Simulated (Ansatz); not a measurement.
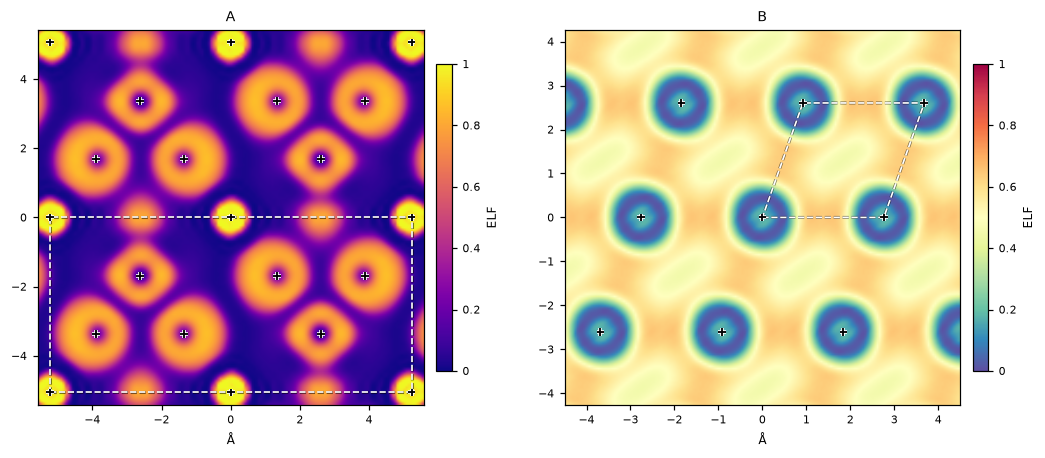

The ELF of 2 systems, each on a plane through atoms (crosses mark nuclei in the plane).

All numbers below come from DFT r2SCAN, scalar-relativistic, plane waves, PAW in Ansatz 0.2.0.

System 1: Al, the (001) plane of the conventional cell. Space group P-1; a structure from a database of computed crystals, not necessarily the ambient phase; not relaxed (largest force 0.5 eV/Å).

```
Al
1.0
     1.59437   -1.59437    1.59437
    -1.59437   -1.59437    1.59437
     0.63775   -7.01522   -5.73973
Al
4
Direct
  0.90000 0.75000 0.12500
  0.10000 0.25000 0.87500
  0.70000 0.75000 0.62500
  0.30000 0.25000 0.37500
```

System 2: LiNbO₂, the (110) plane of the conventional cell. Space group P6₃/mmc; not relaxed (largest force 1.2 eV/Å); computed pressure about 3 GPa in this cell.

```
CELL_PARAMETERS angstrom
2.92100 0.00000 0.00000
-1.46050 2.52966 0.00000
0.00000 0.00000 10.45900
ATOMIC_POSITIONS crystal
Li 0.00000 0.00000 0.00000
Li 0.00000 0.00000 0.50000
Nb 0.33333 0.66667 0.75000
Nb 0.66667 0.33333 0.25000
O 0.33333 0.66667 0.12850
O 0.66667 0.33333 0.62850
O 0.33333 0.66667 0.37150
O 0.66667 0.33333 0.87150
```

Q: Match each panel to its system.

A: Panel A is system 2, LiNbO₂: the plane holds Li, Nb and O. Nb–O (2.11 Å): the ELF peaks at about 0.80 in the valence shell of O, 0.6 Å from its nucleus, and drops to about 0.15 between the two atoms: no shared electron pair shows on this line. Panel B is system 1, Al: the plane holds Al. Al–Al (2.76 Å): the ELF peaks at about 0.65 between the atoms.
